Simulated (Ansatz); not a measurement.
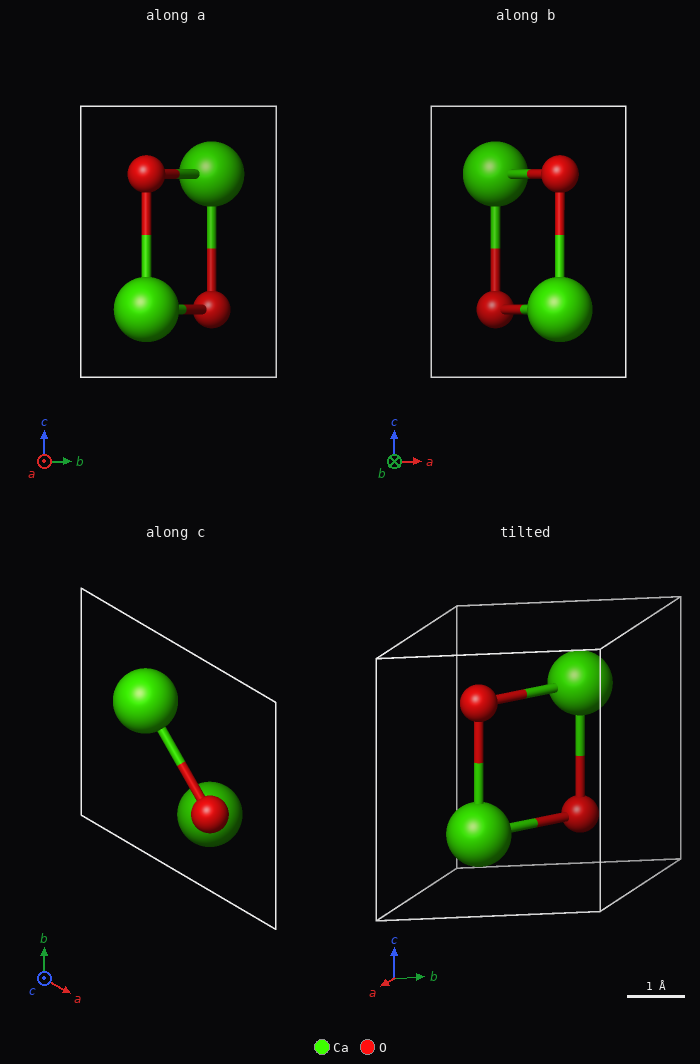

Structure drawing (ball-and-stick), viewed along the a axis, along the b axis, along the c axis and slightly off an axis. The outline marks the unit cell.

Lattice parameters: a = 3.981 Å, b = 3.998 Å, c = 4.770 Å, α = 90.00°, β = 90.00°, γ = 120.43°. Put a along x and b in the xy plane.

### Turn the picture into a POSCAR file, with free fractional coordinates to two decimals.

```
Ca O
1.0
     3.981    0.000    0.000
    -2.025    3.447    0.000
     0.000    0.000    4.770
Ca O
2 2
Direct
  0.33 0.67 0.75
  0.66 0.34 0.25
  0.33 0.67 0.25
  0.66 0.34 0.75
```

Origin of the cell: a structure type filled with these elements by a generator (whether the compound takes this form wasn't checked). The cell was then strained or its atoms displaced on purpose. It went into a calculation with Ansatz.
